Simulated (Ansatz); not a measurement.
**Run report: NbN, geometry relaxation (part 2 of 2)**

The same run, continued: NbN (slab, 4 atoms in the cell); DFT, PBE, PAW with Ansatz's default frozen-core files, scalar-relativistic, no spin polarisation (Ansatz 0.2.0); cutoff 420 eV, 13×13×1 k-mesh, Fermi–Dirac smearing of 0.1 eV. It belongs to a series of runs on one base structure; here: atoms relaxed, PAW files.

Geometry of the input (Å; fractional positions):
```
3.1268  0.0000  0.0000
0.0000  3.1268  0.0000
0.0000  0.0000  18.2110
Nb 0.0000  0.0000  0.4393
N  0.5000  0.5000  0.4393
Nb 0.5000  0.5000  0.5607
N  0.0000  0.0000  0.5607
```

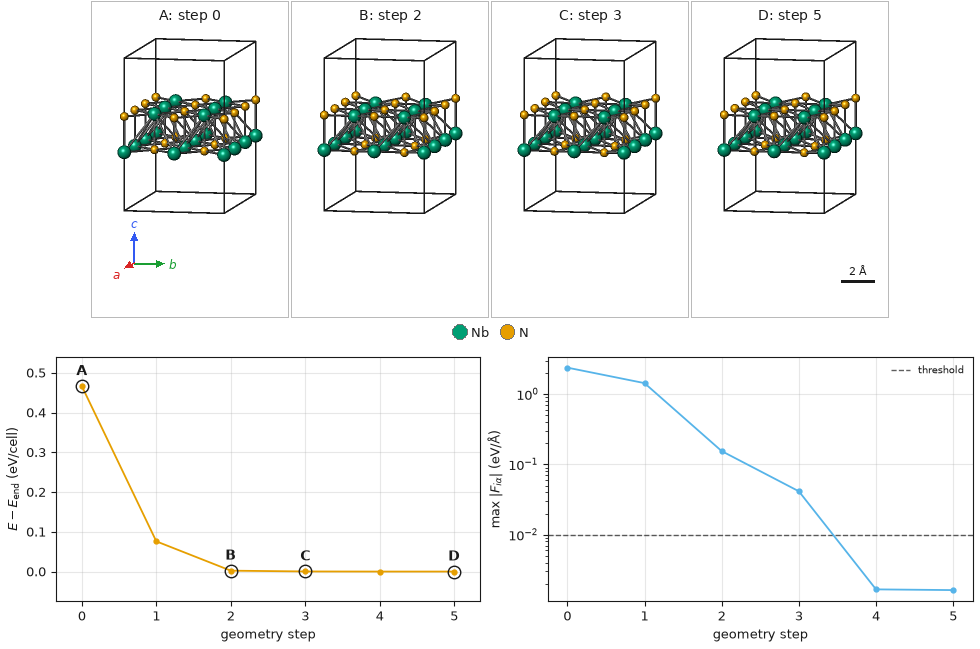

Fig. 1: Frames of the relaxation (ball-and-stick view of the 3 × 2 repeat of the cell, with the vacuum cut short, seen slightly off an axis) above the curves, on which the letters mark them (the first geometry is step 0 here and step 1 in the log).

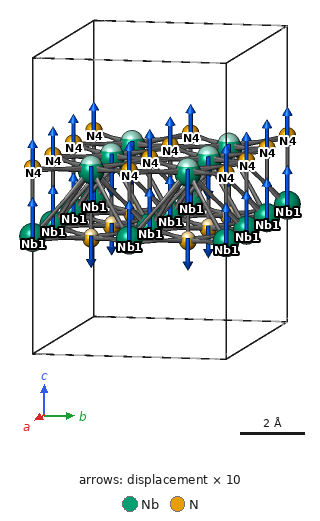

Fig. 2: Start (faint) and end (solid) with the displacements as blue arrows, magnified 10 times (ball-and-stick view of the 3 × 2 repeat of the cell, with the vacuum cut short, seen slightly off an axis). After 5 geometry steps the energy has fallen by 0.466 eV per cell of the calculation. The largest force component goes from 2.4 to 0.0016 eV/Å. The largest moves, 0.14 Å, are those of Nb1 and Nb3. Largest moves by element: Nb 0.14 Å, N 0.10 Å. The cell stays as it was. Among the contacts that change: Nb1–Nb3 3.127 → 2.936 Å, N2–Nb3 2.211 → 2.176 Å, Nb1–N2 2.211 → 2.224 Å. Among the angles that change: Nb1–N2–Nb1 180.0° → 167.4°, Nb1–N2–Nb3 90.0° → 83.7°. (Atoms are counted from 1 in the order of the input.)

```
WARN: The output density's exchange-correlation potential varies sharply where the density is thin. Do not read a vacuum level from v_tot or v_xc, or from such a field of the output density. On a cell that repeats whose density bears no net charge and no dipole along the vacuum's axis use v_es (v_loc + v_h of the components); under efield.dipole_correction with no amplitude use v_es + v_field, which holds any external_charges[].barrier, or the levels of the report's work_function block, which leave it out; under a non-zero efield.amplitude the vacuum is tilted and has no level; on a cell that repeats and bears such a dipole with no correction it is tilted too, and efield.dipole_correction with no amplitude gives each side of its ramp a level where efield: is served; in a cell that repeats whose density bears a net charge (total_charge, or a fill off its count) it is curved and has none; of a slab under crystal.periodic whose density bears no net charge use v_es, which has a level on each side, short of where the two are joined; of another it falls or rises all the way out and has none; of a slab beside external_charges read slab_vacuum_level instead, which it has where they leave it neutral. The grid or the basis barely resolves most such structure, and the values can differ between equally converged runs; as a rule a tighter scf.convergence.dr2_threshold does not remove it. Where the density itself ripples (under the LDA too) a higher basis.ecutwfc lessens it. The files hold the spikes' plane waves up to the density's cutoff. Files: v_tot_of_output_density and the like, and their columns of v_z.tsv (output.write_potential); v_xc_of_output_density and the like, and their columns of v_comp_z.tsv (output.write_potential_components). Measured: with its Gaussian average of σ = 0.25 Å subtracted twice, the exchange-correlation potential is over 0.1 eV at 2390 of the grid points where the equally averaged density (valence and model cores) is under 1e-3 e/Å³, and 1.42 eV at the most among them, at an averaged density of 2.6e-7 e/Å³. The input density's (outcome.potential() and, of a run that writes arrays, v_tot and v_xc) is over 0.1 eV, so measured, at 481 points of its own thin density, 0.557 eV at the most. See output.write_potential in the manual, Limitations
SCF converged after 2 iterations
Free energy (F): -9875.315753 eV
Harris-Foulkes:  -9875.315753 eV  (|F-HF|=5.02e-9)
Internal energy: -9875.236011 eV  (E = F + TS)
E sigma→0 (E₀):  -9875.275882 eV
Entropy (-TS):   -0.079743 eV (-19.936 meV/atom)
Fermi energy:    2.397600 eV
Dipole field:    D = -0.000000 V/Å  (p = -0.000000 e·Å, saw-weighted, corrected)
Work function:   Φ+ = 3.2097 eV   Φ− = 3.2098 eV
Levels:          The Fermi level and band energies are counted from a zero that moves with the ramp; work functions are not
--- Per-component energies (eV) ---
  E_band       = -649.338472
  E_kinetic    = 1044.209970
  E_local      = -23978.460026  (includes V_loc(G=0)·N_el)
  E_nonlocal   = 328.308334
  E_hartree    = 11391.948123
  E_xc         = -469.718202
  E_vxc        = -576.642434  (∫ρ·V_xc dr)
  E_paw        = -6399.483831  (= ΣΔE_a)
  E_vpaw       = -250.645427  (= ΣTr[D̂ρ^β])
  E_aug_tail   = 0.000186  (compensation charges beyond the density's cutoff)
  E_efield     = 0.000000  (sawtooth field / dipole correction)
  E_vefield    = 0.000000  (∫n·V_field dr)
  E_ewald      = 8207.959436
  E_smearing   = -0.079743  (= −TS)
  E_closure    = -0.000000  (closes the sum)
  Σ components = -9875.315753   (vs F -9875.315753, Δ=0.00e0)
--- Forces (eV/Å), atoms counted from 1 ---
  atom   1  Nb     0.00000000     0.00000000     0.00162576
  atom   2  N      0.00000000     0.00000000     0.00051917
  atom   3  Nb    -0.00000000     0.00000000    -0.00162494
  atom   4  N     -0.00000000     0.00000000    -0.00052007
  max |Σ_I F_I| component: 7.58e-8 eV/Å
--- Stress (GPa, compression-positive) ---
       -5.960214       0.000000       0.000000
        0.000000      -5.960214       0.000000
        0.000000       0.000000      -0.004168
  P = ⅓ Tr σ = -3.9749 GPa (-39.749 kbar)
--- Band table (eV; the first three rows and the last of 28) ---
  k-point 0: bands = ["-53.6055", "-53.4385", "-29.9256", "-29.6010", "-29.6010", "-29.3781", "-29.2855", "-29.2855", "-13.6118", "-13.3189", "-2.6645", "-2.0727", "-1.7751", "-0.7601", "-0.7601", "-0.4982", "-0.4982", "0.5432", "1.8247", "1.8247", "2.1076", "2.8099", "4.3224", "4.4637", "4.5817", "5.4863"]
  k-point 1: bands = ["-53.6008", "-53.4386", "-29.9263", "-29.6543", "-29.5928", "-29.3553", "-29.3099", "-29.2862", "-13.5339", "-13.2541", "-2.6858", "-2.1775", "-1.9835", "-1.1541", "-1.0785", "-0.7830", "-0.3226", "0.8966", "1.8360", "1.8766", "2.1691", "3.2269", "4.5415", "4.7200", "4.7944", "5.5686"]
  k-point 2: bands = ["-53.5872", "-53.4391", "-29.9341", "-29.7710", "-29.5692", "-29.3700", "-29.3231", "-29.2889", "-13.3135", "-13.0707", "-2.8088", "-2.6091", "-2.4462", "-1.7384", "-1.6991", "-1.4221", "0.1644", "1.5510", "1.8956", "2.0301", "2.3514", "4.1276", "4.7582", "5.2519", "5.5364", "5.6062"]
  k-point 27: bands = ["-53.4428", "-53.4403", "-30.0810", "-30.0773", "-29.6464", "-29.5988", "-29.5611", "-29.5183", "-13.0803", "-13.0758", "-2.2550", "-2.2379", "-2.1273", "-2.0863", "-1.5895", "-1.3937", "-0.6646", "-0.4338", "4.5595", "4.5756", "5.0879", "5.2008", "5.4679", "5.5430", "6.3614", "6.4534"]
--- Relaxed structure (6 steps of the walk, 6 accepted, 0 SCFs on fresh bases) ---
  F+E_penalty+E_count = -9875.31575316 eV   max|allowed force component| = 1.626e-3 eV/Å
  atoms:
    - { symbol: Nb, position: [7.518867514559841e-37, 0.0, 0.4469508577772548] }
    - { symbol: N, position: [0.5, 0.5, 0.43357674213859293] }
    - { symbol: Nb, position: [0.5, 0.5, 0.5530491408321032] }
    - { symbol: N, position: [1.8346036735526012e-36, 0.0, 0.5664232592520493] }
```

File rho_z.tsv:
```
# z_ang	rho[e/angstrom^3]
# format = ansatz-planar-average/11
# lattice	3.126785646	0.000000000	0.000000000
# lattice	0.000000000	3.126785646	0.000000000
# lattice	0.000000000	0.000000000	18.211000000
# sites	4
# site	41	0.000000000	0.000000000	8.139422071
# site	7	1.563392823	1.563392823	7.895866051
# site	41	1.563392823	1.563392823	10.071577904
# site	7	0.000000000	0.000000000	10.315133974
0.000000	4.111808e-7
0.145688	1.020496e-7
0.291376	4.145255e-7
0.437064	1.453959e-7
0.582752	4.896412e-7
0.728440	2.457369e-7
0.874128	5.999587e-7
1.019816	4.299429e-7
1.165504	8.488423e-7
1.311192	7.580937e-7
1.456880	1.246371e-6
1.602568	1.325991e-6
1.748256	1.989154e-6
1.893944	2.312391e-6
2.039632	3.252499e-6
2.185320	4.033197e-6
2.331008	5.487271e-6
2.476696	6.982018e-6
2.622384	9.337888e-6
2.768072	1.212905e-5
2.913760	1.604484e-5
3.059448	2.092501e-5
3.205136	2.759844e-5
3.350824	3.626067e-5
3.496512	4.764943e-5
3.642200	6.251827e-5
3.787888	8.227161e-5
3.933576	1.085132e-4
4.079264	1.428437e-4
4.224952	1.883611e-4
4.370640	2.491909e-4
4.516328	3.312778e-4
4.662016	4.407077e-4
4.807704	5.888597e-4
4.953392	7.920085e-4
5.099080	1.073864e-3
5.244768	1.463577e-3
5.390456	2.011023e-3
5.536144	2.793443e-3
5.681832	3.925039e-3
5.827520	5.566454e-3
5.973208	7.984014e-3
6.118896	1.160701e-2
6.264584	1.709116e-2
6.410272	2.544680e-2
6.555960	3.838477e-2
6.701648	5.878867e-2
6.847336	9.139369e-2
6.993024	1.444425e-1
7.138712	2.327279e-1
7.284400	3.808358e-1
7.430088	6.131621e-1
7.575776	9.126196e-1
7.721464	1.200359e0
7.867152	1.388321e0
8.012840	1.446470e0
8.158528	1.400997e0
8.304216	1.278591e0
8.449904	1.088419e0
8.595592	8.512079e-1
8.741280	6.183324e-1
8.886968	4.472246e-1
9.032656	3.628215e-1
9.178344	3.628215e-1
9.324032	4.472247e-1
9.469720	6.183324e-1
9.615408	8.512079e-1
9.761096	1.088419e0
9.906784	1.278591e0
10.052472	1.400997e0
10.198160	1.446470e0
10.343848	1.388321e0
10.489536	1.200359e0
10.635224	9.126195e-1
10.780912	6.131621e-1
10.926600	3.808358e-1
11.072288	2.327279e-1
11.217976	1.444425e-1
11.363664	9.139369e-2
11.509352	5.878867e-2
11.655040	3.838477e-2
11.800728	2.544680e-2
11.946416	1.709116e-2
12.092104	1.160701e-2
12.237792	7.984014e-3
12.383480	5.566454e-3
12.529168	3.925039e-3
12.674856	2.793442e-3
12.820544	2.011022e-3
12.966232	1.463576e-3
13.111920	1.073863e-3
13.257608	7.920081e-4
13.403296	5.888593e-4
13.548984	4.407073e-4
13.694672	3.312775e-4
13.840360	2.491907e-4
13.986048	1.883610e-4
14.131736	1.428436e-4
14.277424	1.085132e-4
14.423112	8.227169e-5
14.568800	6.251835e-5
14.714488	4.764945e-5
14.860176	3.626069e-5
15.005864	2.759853e-5
15.151552	2.092508e-5
15.297240	1.604483e-5
15.442928	1.212901e-5
15.588616	9.337904e-6
15.734304	6.982031e-6
15.879992	5.487210e-6
16.025680	4.033119e-6
16.171368	3.252488e-6
16.317056	2.312401e-6
16.462744	1.989109e-6
16.608432	1.325930e-6
16.754120	1.246379e-6
16.899808	7.581353e-7
17.045496	8.488335e-7
17.191184	4.299078e-7
17.336872	5.999767e-7
17.482560	2.457779e-7
17.628248	4.896194e-7
17.773936	1.453360e-7
17.919624	4.145246e-7
18.065312	1.020979e-7
```

Trajectory as extended XYZ (Å, eV, eV/Å), 6 frames, from step=1 to step=6:
```
4
Lattice="3.1268 0.0000 0.0000 0.0000 3.1268 0.0000 0.0000 0.0000 18.2110" Properties=species:S:1:pos:R:3:forces:R:3 step=1 energy=-9874.84947
Nb    0.0000    0.0000    8.0000    0.0000   0.0000   2.3835
N     1.5634    1.5634    8.0000    0.0000   0.0000  -0.6786
Nb    1.5634    1.5634   10.2110    0.0000   0.0000  -2.3835
N     0.0000    0.0000   10.2110    0.0000   0.0000   0.6786
4
Lattice="3.1268 0.0000 0.0000 0.0000 3.1268 0.0000 0.0000 0.0000 18.2110" Properties=species:S:1:pos:R:3:forces:R:3 step=2 energy=-9875.23976
Nb    0.0000    0.0000    8.1956    0.0000   0.0000  -1.4342
N     1.5634    1.5634    7.8860    0.0000   0.0000  -0.1287
Nb    1.5634    1.5634   10.0154    0.0000   0.0000   1.4342
N     0.0000    0.0000   10.3250    0.0000   0.0000   0.1287
4
Lattice="3.1268 0.0000 0.0000 0.0000 3.1268 0.0000 0.0000 0.0000 18.2110" Properties=species:S:1:pos:R:3:forces:R:3 step=3 energy=-9875.31351
Nb    0.0000    0.0000    8.1374    0.0000   0.0000   0.0133
N     1.5634    1.5634    7.9101    0.0000   0.0000  -0.1546
Nb    1.5634    1.5634   10.0736    0.0000   0.0000  -0.0133
N     0.0000    0.0000   10.3009    0.0000   0.0000   0.1546
4
Lattice="3.1268 0.0000 0.0000 0.0000 3.1268 0.0000 0.0000 0.0000 18.2110" Properties=species:S:1:pos:R:3:forces:R:3 step=4 energy=-9875.31551
Nb    0.0000    0.0000    8.1375    0.0000   0.0000   0.0363
N     1.5634    1.5634    7.9000    0.0000   0.0000  -0.0414
Nb    1.5634    1.5634   10.0735    0.0000   0.0000  -0.0364
N     0.0000    0.0000   10.3110    0.0000   0.0000   0.0414
4
Lattice="3.1268 0.0000 0.0000 0.0000 3.1268 0.0000 0.0000 0.0000 18.2110" Properties=species:S:1:pos:R:3:forces:R:3 step=5 energy=-9875.31575
Nb    0.0000    0.0000    8.1394    0.0000   0.0000   0.0017
N     1.5634    1.5634    7.8959    0.0000   0.0000   0.0006
Nb    1.5634    1.5634   10.0716    0.0000   0.0000  -0.0017
N     0.0000    0.0000   10.3151    0.0000   0.0000  -0.0006
4
Lattice="3.1268 0.0000 0.0000 0.0000 3.1268 0.0000 0.0000 0.0000 18.2110" Properties=species:S:1:pos:R:3:forces:R:3 step=6 energy=-9875.31575
Nb    0.0000    0.0000    8.1394    0.0000   0.0000   0.0016
N     1.5634    1.5634    7.8959    0.0000   0.0000   0.0005
Nb    1.5634    1.5634   10.0716    0.0000   0.0000  -0.0016
N     0.0000    0.0000   10.3151    0.0000   0.0000  -0.0005
```

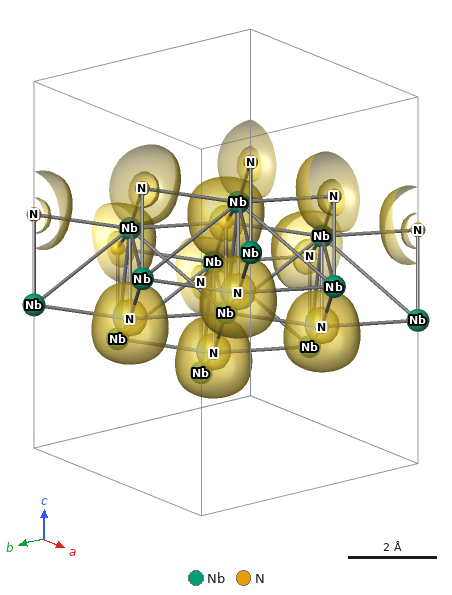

Fig. 3: Isosurface of the electron localisation function at 0.65 (yellow), seen at an oblique angle. Core shells and regions of very low density are left out. Sticks mark near contacts. Counts are for one cell; the picture repeats the cell along the surface. Along the contacts the grid gives the following. Nb–N (2.18 Å): the ELF is about 0.20 at the midpoint (no shared pair; the contact is polar). Nb–Nb (2.94 Å): the ELF is about 0.25 at the midpoint (no localised pair between them). The fields are those of the smooth PAW valence density.

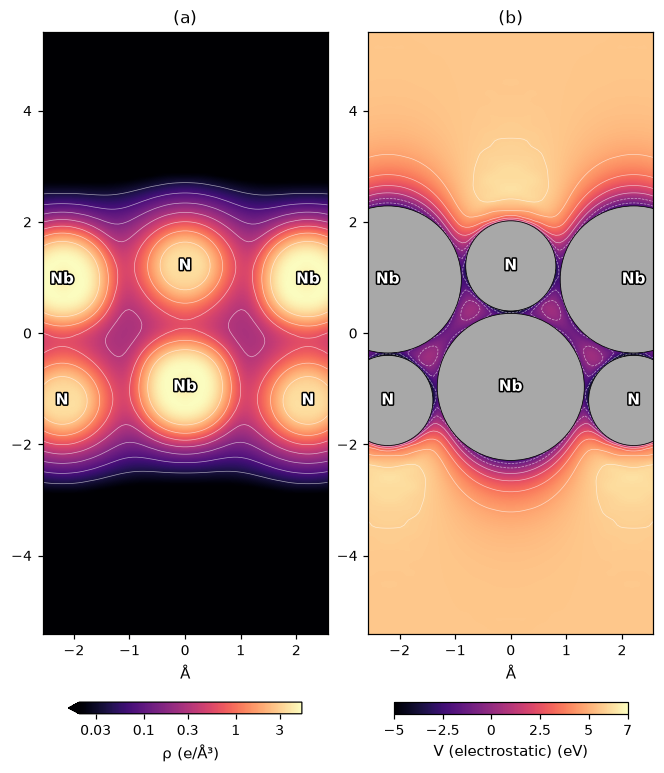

Fig. 4: (a) valence charge density (pseudo); (b) electrostatic potential (local pseudopotential plus Hartree) felt by an electron on the (110) plane of the calculation cell, a cut from vacuum to vacuum. Grey discs, where drawn, cover atomic cores. Atoms in the plane: Nb and N. Nb–N (2.18 Å): ρ at the midpoint is about 0.62 e/Å³. Nb–Nb (2.94 Å): ρ is about 0.28 e/Å³ halfway. Nb–N (2.22 Å): ρ is about 0.53 e/Å³ halfway. The density dies away to nearly zero in the vacuum.
